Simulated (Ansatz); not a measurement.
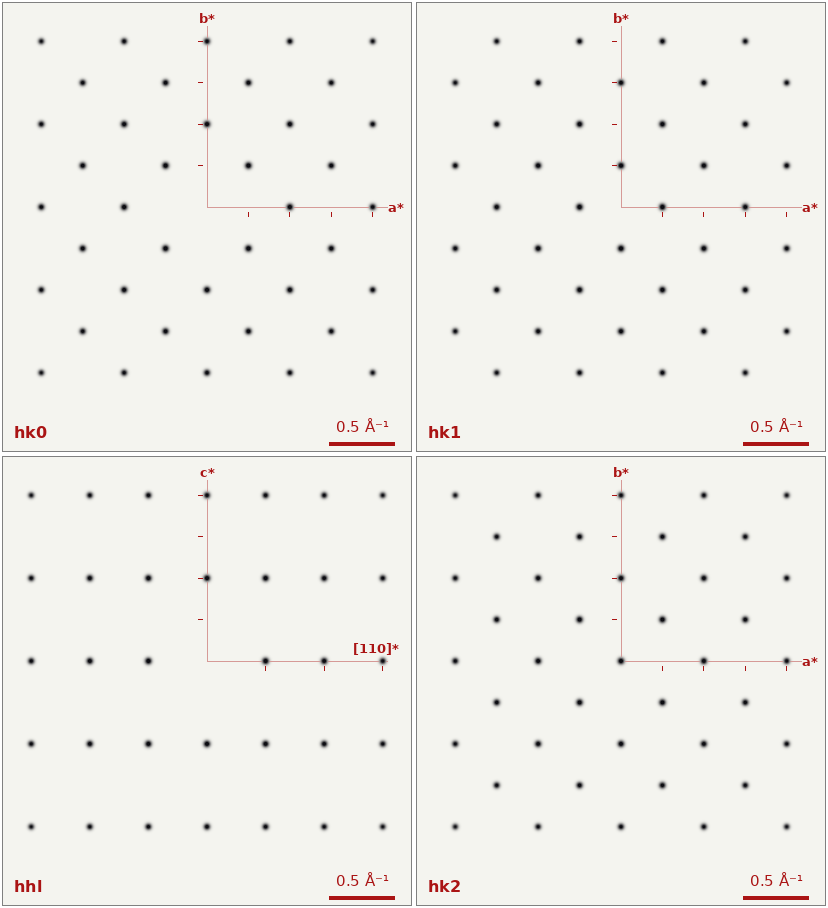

Four undistorted layers of reciprocal space, calculated for a single crystal (neutrons, kinematic |F|², B = 0.5 Å²). Tick marks count the reciprocal lattice steps of the conventional cell along each axis.

Question: What cell do the layers give?

Answer: a* = 0.323, b* = 0.323, c* = 0.323 Å⁻¹; the cell is cubic with a = 3.09 Å.

Question: Which reflection conditions do the layers show?

Answer: Reflections are present only under these conditions. hkl: h + k + l = 2n; hk0: h + k = 2n; hhl: l = 2n; h00: h = 2n. The lattice is body-centred (I).

Question: Which space groups fit?

Answer: The intensities have Laue symmetry m-3m (the hk0 layer shows 4mm, hk1 shows 4mm). With these conditions the candidates are I432 (No. 211), I-43m (No. 217), Im-3m (No. 229). Diffraction geometry alone does not choose among them; the structure has Im-3m. The compound is Rh. Structure: the input geometry of an electronic-structure calculation (not necessarily at equilibrium); the starting structure was generated, so it need not be a known form of this composition.
